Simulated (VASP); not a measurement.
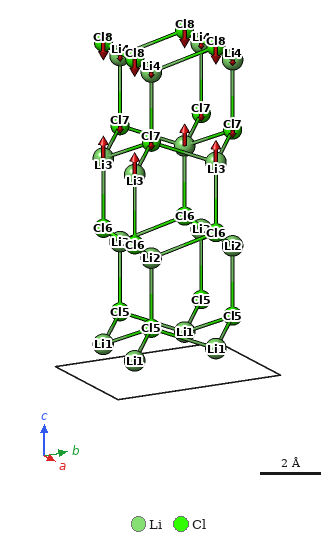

This is a relaxation of a slab of composition LiCl. The starting structure is drawn; red arrows show the displacements, at their true length.

The picture is a ball-and-stick view of the 2 × 2 repeat of the cell, outlined in the plane, without the vacuum, seen slightly off an axis.

The run lets the atoms move in a fixed cell. 4 atoms are held fixed.

Computed with VASP 6.6.1, Kohn-Sham DFT of a periodic cell, PBE with D3, VASP PAW PBE potentials, recommended.

Input file:
```
SYSTEM = LiCl
  PREC = Accurate
  ENCUT = 520
  EDIFF = 1E-7
  ISMEAR = 0
  SIGMA = 0.05
  LREAL = .False.
  LASPH = .True.
  NELM = 80
  ALGO = Normal
  ISIF = 2
  LWAVE = .False.
  LCHARG = .False.
  LDIPOL = .True.
  IDIPOL = 3
  DIPOL = 0.5 0.5 0.500
  GGA = PE
  IVDW = 11
  IBRION = 2
  NSW = 40
  EDIFFG = -0.02
```

Command:
```bash
cat potpaw_PBE.64/Li_sv/POTCAR potpaw_PBE.64/Cl/POTCAR > POTCAR
mpirun -np 1 vasp_std > vasp.out
```

Describe the change and its energy.

The energy falls by 0.246 eV per cell of the calculation in 27 geometry steps. Largest force component: 0.61 eV/Å at the start, 1.2 eV/Å at the end. The largest move is that of Li3, 0.78 Å along the normal (+c). Largest moves by element: Li 0.78 Å, Cl 0.63 Å. The cell doesn't change. Some distances before and after: Li3–Cl8 3.960 → 2.548 Å, Li3–Cl6 2.397 → 3.177 Å, Li3–Cl7 2.397 → 2.284 Å, Li4–Cl8 2.397 → 2.296 Å. New bonds form: Li3–Cl8 (3.96 → 2.55 Å). Bond angles that change, for instance: Li3–Cl7–Li4 109.0° → 82.8°, Cl7–Li4–Cl8 109.0° → 99.3°, Cl7–Li3–Cl7 109.9° → 118.5°.
